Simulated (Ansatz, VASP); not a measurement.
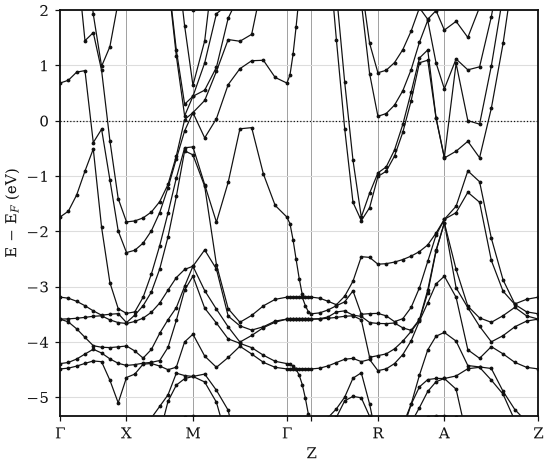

Band structure. Energies are counted from the Fermi level. The path runs straight from each named point to the next.

> Which system does the plot belong to?
A. rocksalt MgS, space group Fm-3m (No. 225), 2 atoms in the primitive cell (cubic a = 5.181 Å); PBE
B. diamond-type Si, space group Fd-3m, 2 atoms in the primitive cell (cubic a = 5.469 Å); PBE
C. CuAl3, space group P4/mmm, 4 atoms in the cell (a = 2.778 Å, c = 7.513 Å (tetragonal axes)); PBEsol

C. A metal: bands cross the Fermi level along this path. A primitive tetragonal lattice: the path Γ–X–M–Γ–Z–R–A–Z runs through the special points of its Brillouin zone.

Method: PBEsol, all-electron LAPW, no spin polarisation, no spin-orbit coupling, 10×10×4 k mesh, Fermi-Dirac smearing of 0.05 eV (Ansatz 0.2.0).

The cell comes from a database of computed structures, and whether it is the stable form of this composition wasn't checked. Bands are joined in order of energy, so crossings between the computed points show as kinks or gaps.
